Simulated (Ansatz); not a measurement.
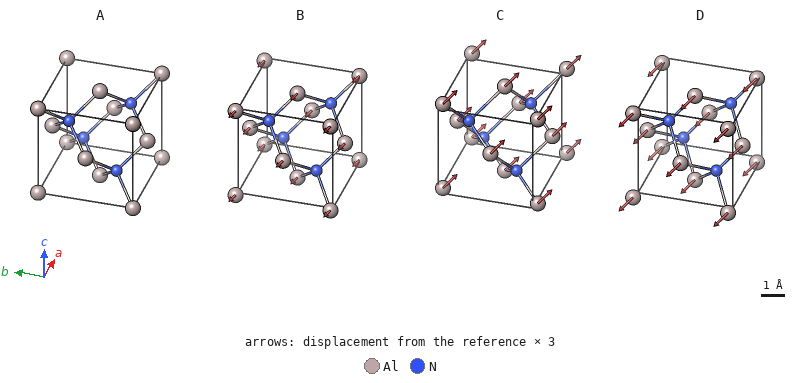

Energy scan for crystalline AlN (F-43m), in which the whole Al sublattice is shifted rigidly, towards the nearest copy of atom 2 (N) at 1.891 Å, all else fixed. A ball-and-stick model of the conventional cell (4 times the calculation's cell), seen from a free direction. Red arrows: displacements from the reference. Lengths and directions refer to the drawn axes.

Computed with Ansatz 0.2.0, DFT LDA, scalar-relativistic, plane waves, PAW. Set-up: plane-wave cutoff 420 eV; k-point mesh 10 × 10 × 10; occupations gaussian; smearing width 0.05 eV; no spin polarisation. Energies (free energies at the smearing named) are counted from the cell as listed in its source, which wasn't relaxed.

Question: Order these geometries by energy, lowest first.

Answer: Lowest first: A (the displacement 0.00 Å, 0 meV/cell), B (the displacement 0.15 Å, 204 meV/cell), C (the displacement −0.30 Å, 392 meV/cell), D (the displacement 0.30 Å, 1054 meV/cell). Over the whole scan: of the computed points the lowest is at the displacement 0.00 Å, 0 meV/cell. The curvature at zero is about 15 eV/Å² per cell. The well is lopsided: at ±0.3000 Å the energy is 2.7 times higher on the positive side. At the highest point the shortest interatomic distance is 1.59 Å, against 1.89 Å in the reference. The distortion takes the space group from F-43m to R3m.
